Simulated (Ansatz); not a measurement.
Ge

```yaml
crystal:
  lattice:
    - [2.79430, 0.00000, 0.00000]
    - [0.00000, 5.20103, 0.00000]
    - [0.00000, 0.00000, 2.69823]
  atoms:
    - { symbol: Ge, position: [0.00000, 0.50000, 0.00000] }
    - { symbol: Ge, position: [0.50000, 0.00000, 0.00000] }
```

Space group Cmmm; a structure from a database of computed crystals, not necessarily the ambient phase; computed pressure about −3 GPa in this cell.

Method: Kohn-Sham DFT of a periodic cell, r2SCAN, Ansatz PAW in Ansatz 0.2.0.

> Predict the valence pseudo-density and electron localisation function between the atoms.

Ge–Ge (2.70 Å): ρ is about 0.37 e/Å³ halfway; the ELF peaks at about 0.70 between the atoms.

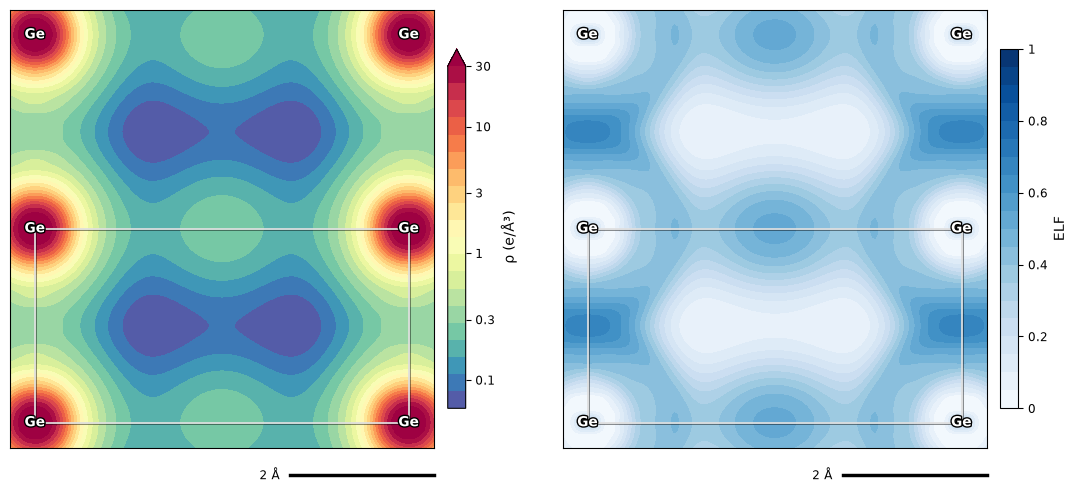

Computed valence pseudo-density and electron localisation function on the (100) plane of the conventional cell, in this order. 

In a PAW calculation such maps are meaningful between the atoms, not at the nuclei.
